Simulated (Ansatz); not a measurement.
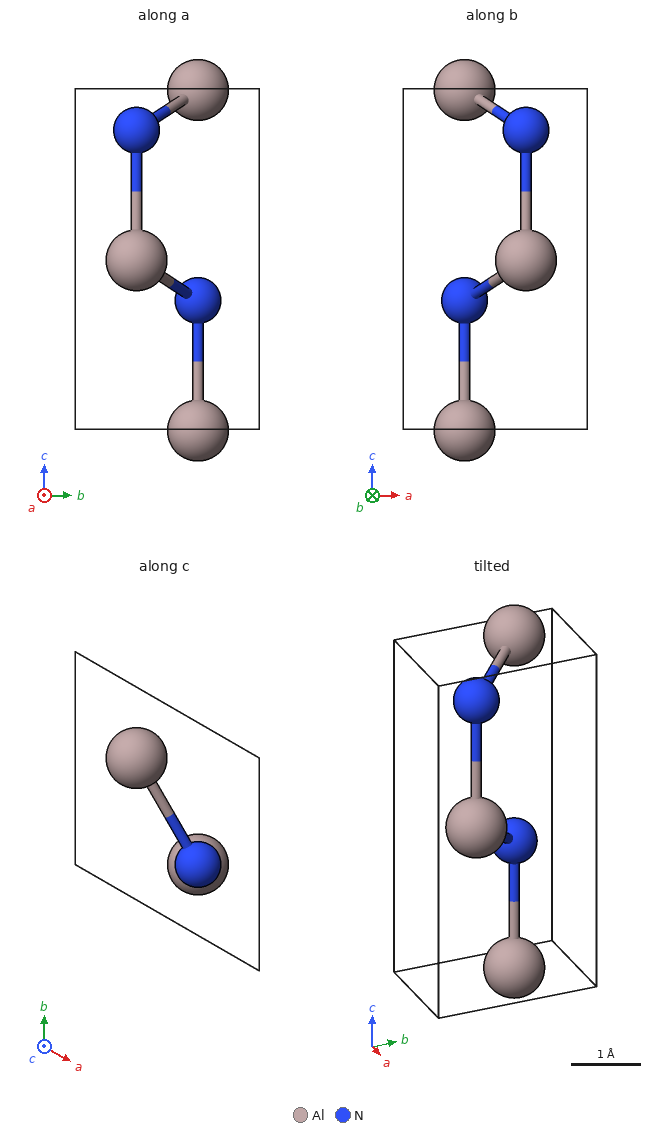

The crystal in a ball-and-stick representation, seen along the a axis, along the b axis, along the c axis and slightly off an axis. The conventional unit cell is outlined; an atom on or near a face, edge or corner is repeated at each equivalent position.

Lattice parameters: a = 3.1050 Å, b = 3.1050 Å, c = 4.9685 Å, α = 90.000°, β = 90.000°, γ = 120.000°.

**Transcribe the picture into a CIF with its space group and independent sites, with free fractional coordinates to two decimals.**

```cif
data_structure
_symmetry_space_group_name_H-M 'P 63 m c'
_symmetry_Int_Tables_number 186
_cell_length_a 3.1050
_cell_length_b 3.1050
_cell_length_c 4.9685
_cell_angle_alpha 90.000
_cell_angle_beta 90.000
_cell_angle_gamma 120.000
_cell_volume 41.48
loop_
_atom_site_label
_atom_site_type_symbol
_atom_site_symmetry_multiplicity
_atom_site_Wyckoff_symbol
_atom_site_fract_x
_atom_site_fract_y
_atom_site_fract_z
_atom_site_occupancy
Al1 Al 2 b 0.3333 0.6667 0.00 1
N1 N 2 b 0.3333 0.6667 0.38 1
```

The initial geometry was a structure type filled with these elements by a generator (whether the compound takes this form wasn't checked). This is the structure after a relaxation with DFT, HSE06, plane waves, PAW in Ansatz.
